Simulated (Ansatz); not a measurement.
Ni3H2

The calculation's input:

```
crystal:
  lattice:
    - [2.575400395, 0.0, 0.0]
    - [-1.2877001975, 2.230362167, 0.0]
    - [0.0, 0.0, 6.3741629857]
  atoms:
    - { symbol: Ni, position: [0.0, 0.0, 0.0] }
    - { symbol: Ni, position: [0.3333333333, 0.6666666667, 0.6594525211] }
    - { symbol: Ni, position: [0.6666666667, 0.3333333333, 0.3405474789] }
    - { symbol: H, position: [0.3333333333, 0.6666666667, 0.18035197] }
    - { symbol: H, position: [0.6666666667, 0.3333333333, 0.81964803] }
basis:
  ecutwfc: 420
kpoints:
  mp_grid: { grid: [18, 18, 6] }
hamiltonian:
  xc: pbe
scf:
  occupations: { method: gaussian, width: 0.1 }
output:
  forces: true
  stress: true
  eigenvalues: true
  write_density: true
  write_potential: true
  elf: true
  volumetric_format: npy
relax:
  adjacent_minimum: "off"
  f_tol: 0.01
  max_steps: 80
  cell: { stress_tol: 0.05 }
```

Launched as:

```sh
ansatz run input.yaml --threads 1 --pin off --max-ram 2560MiB --backend cpu --events-out ev --progress --plain --runs-dir out
```

Below, planes, directions and counts refer to the conventional cell (a = 2.58 Å, b = 2.58 Å, c = 6.34 Å, α = 90.00°, β = 90.00°, γ = 120.00°).

The fields are those of the relaxed geometry.

Space group P-3m1; started from the A-type sesquioxide_164 prototype, which need not be the ambient phase; computed without spin polarisation.

These are results of Ansatz 0.2.0, DFT PBE, scalar-relativistic, plane waves, PAW, not measurements.

In a PAW calculation such maps are meaningful between the atoms, not at the nuclei.

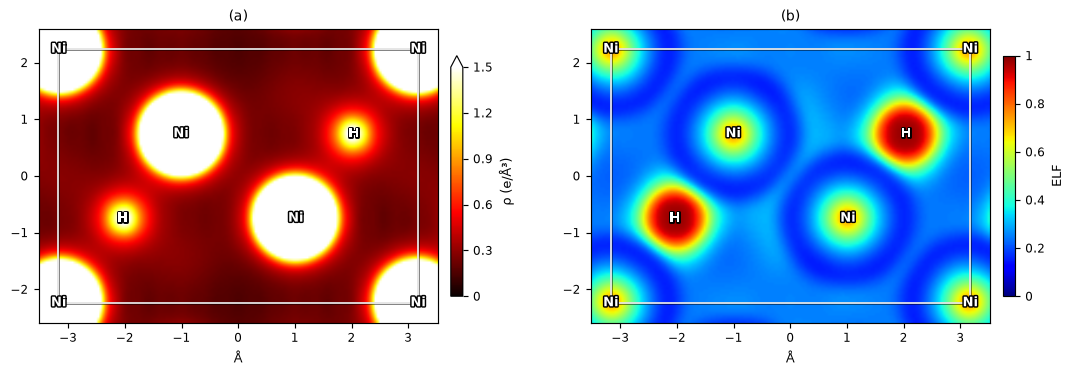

Figure 1. (a) valence charge density (pseudo); (b) electron localisation function on the (110) plane of the conventional cell.

> What does the map show?

- Atoms in the plane: Ni and H.
- Ni–H (1.81 Å): the density is about 0.62 e/Å³ at the midpoint; the ELF climbs to about 0.95 towards the hydrogen.
- Ni–H (1.87 Å): ρ at the midpoint is about 0.54 e/Å³; the ELF climbs to about 0.95 towards the hydrogen.
- Between the atoms the lowest density in this plane is 0.15 e/Å³.
- The features right at Ni lie inside the PAW spheres, where the map follows smoothed inner orbitals and isn't to be read closely.

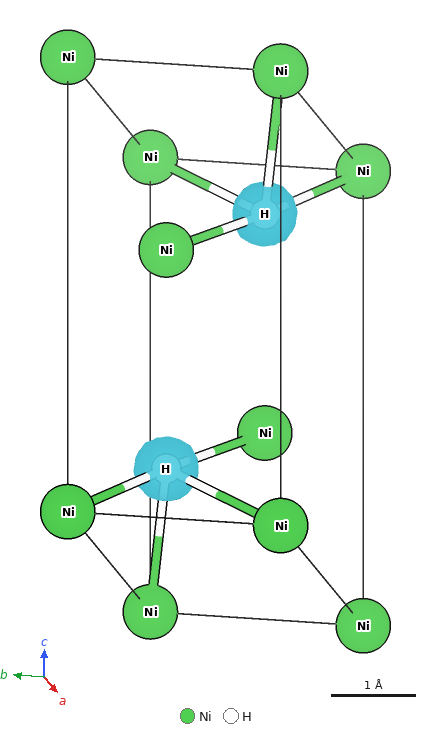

Figure 2. Isosurface of the ELF at 0.85 (cyan), seen at an oblique angle. Core shells and regions of very low density are left out. Sticks mark near contacts.

> Describe the localisation domains.

At this value the surface marks out two regions around hydrogen nuclei, counted in one cell of 5 atoms. Any copies at cell faces, edges or corners count once.

> Does the calculation make it a metal, or give it a gap?

It is gapless in this calculation (a metal or semimetal).
